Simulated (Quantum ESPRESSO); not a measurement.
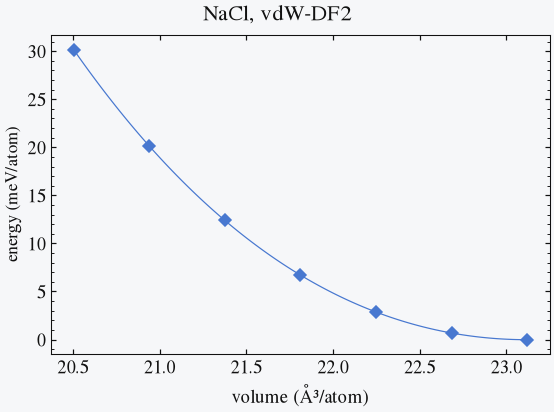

The plot gives the computed energy against volume for NaCl, space group Fm-3m (No. 225).

Starting cell:
```xyz
2
Lattice="0.0000 2.7941 2.7941 2.7941 0.0000 2.7941 2.7941 2.7941 0.0000" Properties=species:S:1:pos:R:3 pbc="T T T"
Cl    2.7941    2.7941    2.7941
Na    0.0000    0.0000    0.0000
```

Computed with Quantum ESPRESSO 7.5: plane-wave DFT, no spin polarisation; energies at scaled volumes of the given cell, shape and fractions fixed, counted from the fit's minimum, third-order Birch-Murnaghan fit. Level: vdW-DF2.

- k mesh: 8×8×8
- occupations: Fermi–Dirac
- smearing width: 0.05 eV
- potentials: PseudoDojo 0.4.1 SR PBE standard
- wave cutoff: 1197 eV
- density cutoff: 4789 eV

From this curve and the settings, what does the calculation give for the pressure at the same points?

The pressure falls from 4.07 GPa at volume 20.50 Å³/atom to −0.05 GPa at 23.12 Å³/atom.

| volume (Å³/atom) | pressure (GPa) |
| --- | --- |
| 20.50 | 4.07 |
| 20.94 | 3.18 |
| 21.38 | 2.39 |
| 21.81 | 1.68 |
| 22.25 | 1.04 |
| 22.69 | 0.47 |
| 23.12 | −0.05 |

Limits of the calculation: the fit and the printed pressures don't fully agree, or the minimum lies near the end of the range; potentials made for another functional.
